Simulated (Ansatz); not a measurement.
# Run report: C, geometry relaxation

System: C (P6₂22, 6 atoms in the cell).
Method: DFT PBE, scalar-relativistic, plane waves, PAW, no spin polarisation (Ansatz 0.2.0).

The structure was made by a generator, so it may or may not be a known phase.

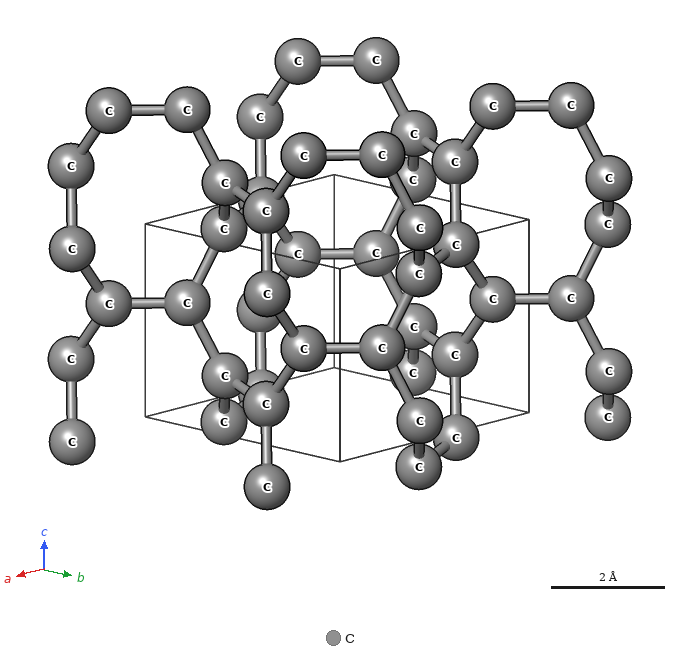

Figure 1. The starting structure (ball-and-stick view of the cell of the calculation, repeated 2 × 2 × 2, seen at an oblique angle). Near neighbours in the crystal (not all of them lie inside the picture): C has 3 C at 1.39 to 1.48 Å.

## Input
```yaml
crystal:
  lattice:
    - [3.9395020636, 0.0, 0.0]
    - [-1.9697510318, 3.4117088654, 0.0]
    - [0.0, 0.0, 3.7886859471]
  atoms:
    - { symbol: C, position: [0.7961181966, 0.3980590983, 0.1666666667] }
    - { symbol: C, position: [0.6019409017, 0.3980590983, 0.8333333333] }
    - { symbol: C, position: [0.6019409017, 0.2038818034, 0.5] }
    - { symbol: C, position: [0.2038818034, 0.6019409017, 0.1666666667] }
    - { symbol: C, position: [0.3980590983, 0.6019409017, 0.8333333333] }
    - { symbol: C, position: [0.3980590983, 0.7961181966, 0.5] }
basis:
  ecutwfc: 420
kpoints:
  mp_grid: { grid: [12, 12, 10] }
hamiltonian:
  xc: pbe
scf:
  occupations: { method: gaussian, width: 0.1 }
output:
  forces: true
  stress: true
  eigenvalues: true
  write_density: true
  write_potential: true
  elf: true
  volumetric_format: npy
relax:
  adjacent_minimum: "off"
  f_tol: 0.01
  max_steps: 80
  cell: { stress_tol: 0.05 }
```

Hardware: 1 thread of AMD EPYC (Zen 5), 64 GiB of memory available, shared host.

Launched with:
```bash
ansatz run input.yaml --threads 1 --pin off --max-ram 2560MiB --backend cpu --events-out ev --progress --plain --runs-dir out
```

## The program's output
```
Engine: ansatz 0.2.0, x86_64-unknown-linux-gnu
Pseudopotentials: kind: paw
Pseudopotential: C, paw, valence charge 4, recommended cutoff 420 eV (normal), C.paw.azcp
Functional definition: PBE
  parameter kappa = 0.804
  parameter beta = 0.06672455060314922
  exchange = pbe_x(kappa = kappa, mu = beta*pi^2/3)
  correlation = pbe_c(beta = beta)
Crystal: 6 atoms, lattice volume = 50.922 Å³
Basis set: ecut = 420 eV, 1021 PW (Γ), exchange–correlation on 54×54×54 points (8 copies of the dense FFT grid, shifted against one another)
Bands: 18, of which v1, the nominal top of the filled ones, is band 12 counted from 1 (11 counted from 0)
Symmetry: 12 space group operations
Space group: P6222 (ITA 180), of the structure as read, at distance tolerance 3.7e-5 Å
k-points: 114 of 1440 (time reversal used)
Non-local potential: C, projectors of the file, l = 0: 2, l = 1: 2, l = 2: 1
PAW form: soft (Blöchl's): semilocal exchange-correlation on the pseudo side does not see the compensation charge
PAW one-centre angular grid: C, 110 points (default); XC on 64 Gauss nodes
Initial density: superposition of atomic densities (neutral atoms: chi_scale 0, normalization atom), corrected by the library's trained network
Initial wavefunctions: pseudopotential atomic-orbital guess
Functional: x = pbe(κ = 0.804, μ = 0.2195149727645171), c = pbe(β = 0.06672455060314922)
SCF iter   1: F=—  HF=-1501.078232 eV  |F-HF|=—  |Δ(HF+E_count)|=         —  Δρ=1.02e-2  dr2=3.61e-2  ethr=1.77e-3  ⟨swp⟩=7.0  Hψ=11123  notcnv=0
preconditioner: auto → none  [insulator: Δε(μ)=0.100 eV  Ē_g=14.389 eV  σ=0.100 eV  W_gap=0.52  n_scr=8 (ndim 8)  ℏωp=25.5 eV  f_vac=0.042  D(μ)=0.18/eV (n_scr^D=0)  ε∞_Penn≈4.1]
SCF iter   2: F=—  HF=-1501.070648 eV  |F-HF|=—  |Δ(HF+E_count)|=   7.58e-3  Δρ=4.23e-3  dr2=4.57e-3  ethr=1.51e-4  ⟨swp⟩=2.4  Hψ=4084  notcnv=0  defer=8
SCF iter   3: F=—  HF=-1501.070964 eV  |F-HF|=—  |Δ(HF+E_count)|=   3.16e-4  Δρ=7.22e-4  dr2=9.28e-5  ethr=1.90e-5  ⟨swp⟩=2.3  Hψ=3269  notcnv=0  defer=8
SCF iter   4: F=—  HF=-1501.071036 eV  |F-HF|=—  |Δ(HF+E_count)|=   7.24e-5  Δρ=4.55e-5  dr2=3.50e-7  ethr=3.87e-7  ⟨swp⟩=2.7  Hψ=3132  notcnv=0  defer=8
iter 5 did not close the SCF: its close was put off for the readings that it lacked (scf_convergence_deferred on its scf_iter line)
SCF iter   5: F=-1501.071038 eV  HF=-1501.071038 eV  |F-HF|=2.23e-8  |Δ(HF+E_count)|=   1.48e-6  Δρ=5.33e-6  dr2=6.03e-9  ethr=1.46e-9  ⟨swp⟩=2.0  Hψ=3258  notcnv=0  defer=8
SCF iter   6: F=-1501.071038 eV  HF=-1501.071038 eV  |F-HF|=1.01e-10  |Δ(HF+E_count)|=   2.47e-8  Δρ=3.49e-7  dr2=4.24e-11  ethr=2.51e-11  ⟨swp⟩=11.0  Hψ=13760  notcnv=0
SCF 1 converged in 6 iterations: F = -1501.071038 eV  dr2 = 4.24e-11
  greatest PAW one-centre occupation: 0.666 electrons in one spin orbital (limit 2), on the C atom at site 4 (counted from 0), in its partial waves of l = 0
relax step   1: F+E_penalty+E_count = -1501.07103800 eV  Δ(F+E_penalty+E_count) = +0.000e0 eV  max|allowed force component| = 2.278e-2 eV/Å  Δτ_max = 0.0000 Å  P = -0.022 GPa  Ω = 50.922 Å³  (6 SCF iters, accepted)
Crystal: 6 atoms, lattice volume = 50.935 Å³
Initial density: handed on by an earlier stage of this run
Initial wavefunctions: those handed on with the density
iter 1 solved again at ethr=6.45e-9 eV; its pass at ethr=3.10e-3 eV (dr2=1.55e-6 eV) is discarded
SCF iter   1: F=—  HF=-1501.071029 eV  |F-HF|=—  |Δ(HF+E_count)|=         —  Δρ=7.50e-5  dr2=1.45e-6  ethr=6.45e-9  ⟨swp⟩=3.1  Hψ=14970  notcnv=0
preconditioner: auto → none  [metal: Δε(μ)=0.067 eV  Ē_g=14.381 eV  σ=0.100 eV  W_gap=0.37  n_scr=8 (ndim 8)  ℏωp=25.5 eV  f_vac=0.035  D(μ)=0.20/eV (n_scr^D=0)]
SCF iter   2: F=—  HF=-1501.071020 eV  |F-HF|=—  |Δ(HF+E_count)|=   8.56e-6  Δρ=3.41e-5  dr2=2.21e-7  ethr=6.03e-9  ⟨swp⟩=2.0  Hψ=3183  notcnv=0
SCF iter   3: F=-1501.071020 eV  HF=-1501.071020 eV  |F-HF|=3.50e-9  |Δ(HF+E_count)|=   5.91e-8  Δρ=5.23e-6  dr2=4.04e-9  ethr=2.17e-10  ⟨swp⟩=9.2  Hψ=12428  notcnv=0
SCF 2 converged in 3 iterations: F = -1501.071020 eV  dr2 = 4.04e-9
  greatest PAW one-centre occupation: 0.666 electrons in one spin orbital (limit 2), on the C atom at site 2 (counted from 0), in its partial waves of l = 0
relax step   2: F+E_penalty+E_count = -1501.07102022 eV  Δ(F+E_penalty+E_count) = +1.777e-5 eV  max|allowed force component| = 9.612e-3 eV/Å  Δτ_max = 0.0003 Å  P = -0.006 GPa  Ω = 50.935 Å³  energy of the carried Pulay correction = -5.121e-5 eV  (3 SCF iters, dr2 threshold 5.20e-8 eV, accepted)
Initial wavefunctions: pseudopotential atomic-orbital guess (no wavefunctions were taken with the density)
iter 1 solved again at ethr=7.42e-8 eV; its pass at ethr=3.10e-3 eV (dr2=1.78e-5 eV) is discarded
SCF iter   1: F=—  HF=-1501.071116 eV  |F-HF|=—  |Δ(HF+E_count)|=         —  Δρ=7.15e-6  dr2=5.91e-9  ethr=7.42e-8  ⟨swp⟩=3.7  Hψ=16724  notcnv=0
preconditioner: auto → none  [metal: Δε(μ)=0.067 eV  Ē_g=14.381 eV  σ=0.100 eV  W_gap=0.36  n_scr=8 (ndim 8)  ℏωp=25.5 eV  f_vac=0.035  D(μ)=0.20/eV (n_scr^D=0)]
SCF iter   2: F=—  HF=-1501.071108 eV  |F-HF|=—  |Δ(HF+E_count)|=   7.73e-6  Δρ=3.57e-6  dr2=1.43e-9  ethr=2.46e-11  ⟨swp⟩=3.3  Hψ=4274  notcnv=0
SCF iter   3: F=-1501.071108 eV  HF=-1501.071108 eV  |F-HF|=1.32e-11  |Δ(HF+E_count)|=   2.81e-9  Δρ=2.83e-7  dr2=2.40e-11  ethr=1.00e-12  ⟨swp⟩=6.7  Hψ=12334  notcnv=0
SCF 3 converged in 3 iterations: F = -1501.071108 eV  dr2 = 2.40e-11
  greatest PAW one-centre occupation: 0.666 electrons in one spin orbital (limit 2), on the C atom at site 5 (counted from 0), in its partial waves of l = 0
relax step   3: F+E_penalty+E_count = -1501.07110832 eV  Δ(F+E_penalty+E_count) = -8.810e-5 eV  max|allowed force component| = 9.607e-3 eV/Å  Δτ_max = 0.0000 Å  P = -0.005 GPa  Ω = 50.935 Å³  stress off target by 2.53e-2 GPa  SCF on the basis re-selected at this cell (its energy is not comparable with the rows above)  (3 SCF iters)
```

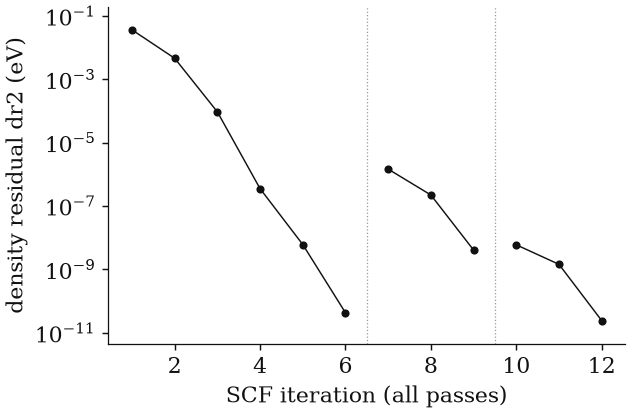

Figure 2. Convergence of the self-consistent field: density residual dr2 against the SCF iteration. The dotted lines part the SCF passes of the relaxation: geometry steps, rejected trials and re-solves on a re-selected basis. The passes take 6, 3 and 3 iterations.

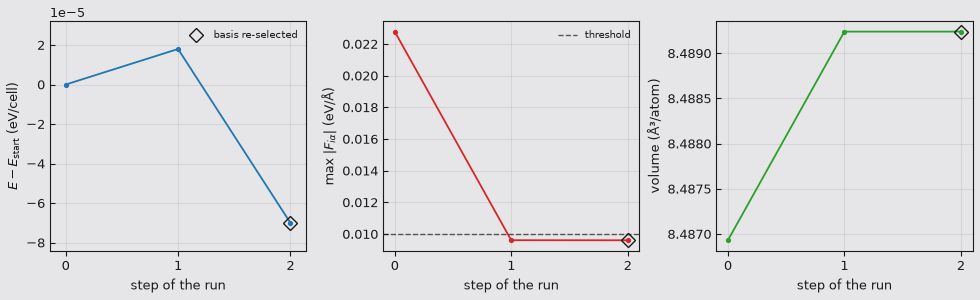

Figure 3. Progress of the relaxation, step by step (the first geometry is step 0 here and step 1 in the log). After 1 geometry step the energy has risen by next to nothing (0.0 meV per cell of the calculation). The largest force component goes from 0.023 to 0.0096 eV/Å. Pressure: −0.02 GPa at the start and 0.00 GPa at the end. No atom moves by more than 0.005 Å relative to the cell. The space group stays P6_222 (No. 180). A last SCF at the same geometry on a re-selected plane-wave basis shifts the energy by −0.1 meV per cell of the calculation. (Atoms are counted from 1 in the order of the input.)

```
basis re-selected at this cell: Δ(F+E_penalty+E_count) = -8.810e-5 eV, ΔP = +0.002 GPa vs the last step (what re-selecting the basis moved, of the pressure what is left beyond the Pulay correction that the steps carried, after the strain that the cell walked since its last selection, with what the two solves' SCF thresholds leave and, on support functions, any second-order correction that the steps lacked; it is no measure of the basis error at this ecutwfc). This SCF's stress stands 2.53e-2 GPa from its target on what of the cell is left free (relax.cell.stress_tol is 5.00e-2 GPa) and its largest allowed force component is 9.61e-3 eV/Å (relax.f_tol is 1.00e-2 eV/Å): within both
SCF converged after 3 iterations
Free energy (F): -1501.071108 eV
Harris-Foulkes:  -1501.071108 eV  (|F-HF|=1.32e-11)
Internal energy: -1501.070105 eV  (E = F + TS)
E sigma→0 (E₀):  -1501.070607 eV
Entropy (-TS):   -0.001003 eV (-0.167 meV/atom)
Fermi energy:    7.810223 eV
--- Per-component energies (eV) ---
  E_band       = -33.208631
  E_kinetic    = 540.926291
  E_local      = -810.471578  (includes V_loc(G=0)·N_el)
  E_nonlocal   = 163.028210
  E_hartree    = 233.777955
  E_xc         = -286.294912
  E_vxc        = -354.461683  (∫ρ·V_xc dr)
  E_paw        = -595.240285  (= ΣΔE_a)
  E_vpaw       = -39.785938  (= ΣTr[D̂ρ^β])
  E_aug_tail   = 0.000046  (compensation charges beyond the density's cutoff)
  E_ewald      = -746.795832
  E_smearing   = -0.001003  (= −TS)
  E_closure    = -0.000000  (closes the sum)
  Σ components = -1501.071108   (vs F -1501.071108, Δ=0.00e0)
--- Forces (eV/Å), atoms counted from 1 ---
  atom   1  C      0.00832026     0.00480371     0.00000000
  atom   2  C     -0.00832026     0.00480371    -0.00000000
  atom   3  C     -0.00000000    -0.00960741    -0.00000000
  atom   4  C     -0.00832026    -0.00480371    -0.00000000
  atom   5  C      0.00832026    -0.00480371     0.00000000
  atom   6  C     -0.00000000     0.00960741    -0.00000000
  max |Σ_I F_I| component: 1.20e-16 eV/Å
--- Stress (GPa, compression-positive) ---
       -0.019475       0.000000       0.000000
       -0.000000      -0.019475       0.000000
        0.000000       0.000000       0.025263
  P = ⅓ Tr σ = -0.0046 GPa (-0.046 kbar)
--- Band table (eV; the first three rows and the last of 114) ---
  k-point 0: bands = ["-12.0128", "-6.1135", "-6.1135", "-5.6351", "-1.5957", "-1.5957", "-0.0180", "-0.0180", "2.4632", "3.6579", "3.6579", "7.9933", "7.9933", "8.3056", "8.8112", "13.2850", "17.2547", "17.2547"]
  k-point 1: bands = ["-11.9403", "-6.9394", "-5.5700", "-5.4041", "-1.7166", "-1.3348", "-0.8169", "0.5703", "2.2272", "3.6326", "4.0476", "7.3578", "8.5812", "8.5987", "8.8739", "13.4082", "16.0864", "18.4665"]
  k-point 2: bands = ["-11.7237", "-7.8228", "-5.3748", "-4.8390", "-1.6954", "-1.6557", "-1.0437", "0.9011", "1.6429", "3.8813", "4.7743", "7.0996", "8.0359", "9.2634", "9.8505", "13.7786", "15.1242", "17.1698"]
  k-point 113: bands = ["-9.3816", "-8.3866", "-8.3866", "-6.3720", "-2.0652", "-2.0652", "1.1636", "1.1636", "1.7017", "5.0586", "5.0586", "7.9630", "8.2383", "11.1828", "11.1828", "14.9789", "14.9789", "16.7415"]
--- Relaxed structure (2 steps of the walk, 2 accepted, 1 SCFs on fresh bases) ---
  F+E_penalty+E_count = -1501.07110832 eV   max|allowed force component| = 9.607e-3 eV/Å   (the final SCF, on the basis selected at the relaxed cell)
  cell:  # Å, volume = 50.9354 Å³
    - [3.940706570405188, 0.0, 5.799788918002667e-34]
    - [-1.970353285202594, 3.412751998831143, -2.1178863864571938e-21]
    - [5.577755364723956e-34, -2.351902435571722e-21, 3.787400448188241]
  atoms:
    - { symbol: C, position: [0.796198962458507, 0.3980994812292535, 0.16666666666666669] }
    - { symbol: C, position: [0.6019005187707466, 0.3980994812292535, 0.8333333333333335] }
    - { symbol: C, position: [0.6019005187707467, 0.2038010375414931, 0.5000000000000001] }
    - { symbol: C, position: [0.20380103754149306, 0.6019005187707466, 0.16666666666666669] }
    - { symbol: C, position: [0.3980994812292535, 0.6019005187707466, 0.8333333333333335] }
    - { symbol: C, position: [0.3980994812292535, 0.796198962458507, 0.5000000000000001] }
```

## Trajectory as extended XYZ (Å, eV, eV/Å), 3 frames, from step=1 to step=3
```
6
Lattice="3.9395 0.0000 0.0000 -1.9698 3.4117 0.0000 0.0000 0.0000 3.7887" Properties=species:S:1:pos:R:3:forces:R:3 step=1 energy=-1501.07104 pressure_GPa=-0.02
C     2.3522    1.3581    0.6314    0.0197   0.0114   0.0000
C     1.5873    1.3581    3.1572   -0.0197   0.0114   0.0000
C     1.9698    0.6956    1.8943    0.0000  -0.0228   0.0000
C    -0.3825    2.0536    0.6314   -0.0197  -0.0114   0.0000
C     0.3825    2.0536    3.1572    0.0197  -0.0114   0.0000
C     0.0000    2.7161    1.8943    0.0000   0.0228   0.0000
6
Lattice="3.9407 0.0000 0.0000 -1.9704 3.4128 0.0000 0.0000 0.0000 3.7874" Properties=species:S:1:pos:R:3:forces:R:3 step=2 energy=-1501.07102 pressure_GPa=-0.01
C     2.3532    1.3586    0.6312    0.0083   0.0048   0.0000
C     1.5875    1.3586    3.1562   -0.0083   0.0048   0.0000
C     1.9704    0.6955    1.8937    0.0000  -0.0096   0.0000
C    -0.3828    2.0541    0.6312   -0.0083  -0.0048   0.0000
C     0.3828    2.0541    3.1562    0.0083  -0.0048   0.0000
C     0.0000    2.7172    1.8937    0.0000   0.0096   0.0000
6
Lattice="3.9407 0.0000 0.0000 -1.9704 3.4128 0.0000 0.0000 0.0000 3.7874" Properties=species:S:1:pos:R:3:forces:R:3 step=3 energy=-1501.07111 pressure_GPa=-0.00
C     2.3532    1.3586    0.6312    0.0083   0.0048   0.0000
C     1.5875    1.3586    3.1562   -0.0083   0.0048   0.0000
C     1.9704    0.6955    1.8937    0.0000  -0.0096   0.0000
C    -0.3828    2.0541    0.6312   -0.0083  -0.0048   0.0000
C     0.3828    2.0541    3.1562    0.0083  -0.0048   0.0000
C     0.0000    2.7172    1.8937    0.0000   0.0096   0.0000
```

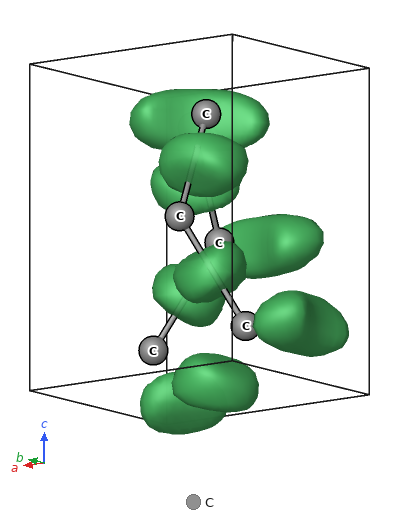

Figure 4. Isosurface of the ELF at 0.8 (green), seen at an oblique angle. Core shells and regions of very low density are left out. Sticks mark near contacts. The outline is the cell set on symmetry axes. The ELF exceeds this value in nine regions between bonded C–C atoms (shared pairs), counted in one cell of 6 atoms.  Values along the shortest contacts: C–C (1.48 Å): the ELF peaks at about 0.95 between the atoms (a shared electron pair). Core electrons are frozen (PAW), so the fields are smoothed inside the atomic spheres.

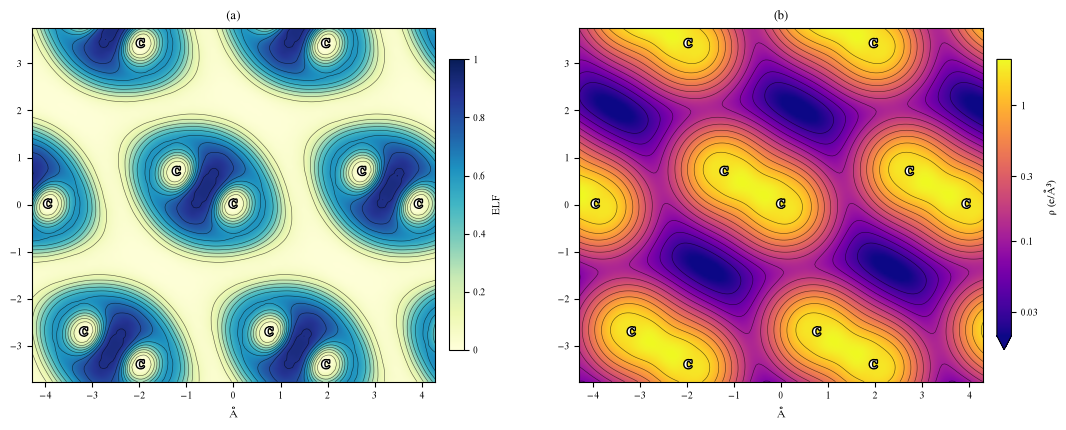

Figure 5. (a) electron localisation function; (b) valence electron density on the (001) plane of the conventional cell. Atoms in the plane: C. Away from the nuclei the density in this plane falls to 0.02 e/Å³ at its lowest.

## Key numbers

```tsv
quantity	value
outcome	converged
space group (tolerance 0.01 Å)	P6₂22 (180)
electrons treated	24
free energy	−1501.0711 eV
Fermi energy	7.810 eV
gap on the k-point mesh	none (metallic)
pressure	0.00 GPa
final volume	50.94 Å³
largest force (length of the vector) at the end	0.010 eV/Å
final cell	a = 3.941 Å, b = 3.941 Å, c = 3.787 Å, α = 90.00°, β = 90.00°, γ = 120.00°
wall time	13 s
peak memory	0.46 GiB
```
